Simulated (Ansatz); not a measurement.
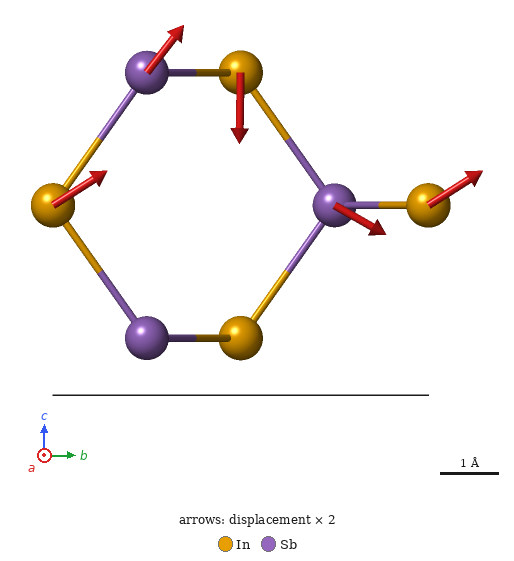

This is a constrained relaxation of a slab of composition InSb (cut from the F-43m phase). The starting structure is drawn; red arrows show the displacements, 2 times their true length.

A ball-and-stick model of the cell of the calculation, outlined in the plane, without the vacuum, seen along the a axis.

Case: clean slab, lower planes held. The slab is the (1 1 0) face of InSb. 4 atoms are held fixed.

Method: Ansatz, DFT PBE+D3(BJ), scalar-relativistic, plane waves, PAW. Set-up: plane-wave cutoff 420 eV; k-point mesh 2 × 3 × 1; occupations gaussian; smearing width 0.1 eV; no spin polarisation; dipole correction; atoms relaxed in a fixed cell; force threshold 0.03 eV/Å; at most 70 steps.

Question: What did the optimiser do to the structure, and how much energy did it gain?

Answer: The largest moves, 0.63 Å, are those of In atoms. Largest moves by element: In 0.63 Å, Sb 0.53 Å. The cell doesn't change. Some distances before and after: In–Sb 2.835 → 2.932 Å, In–Sb 2.835 → 2.903 Å, In–Sb 2.835 → 2.867 Å. Among the angles between lasting bonds that change: In–Sb–In 109.5° → 85.7°, In–Sb–In 109.5° → 87.3°, Sb–In–Sb 109.5° → 93.1°. The energy falls by 1.545 eV per cell of the calculation in 6 geometry steps. Largest force component: 0.84 eV/Å at the start, 0.018 eV/Å at the end.
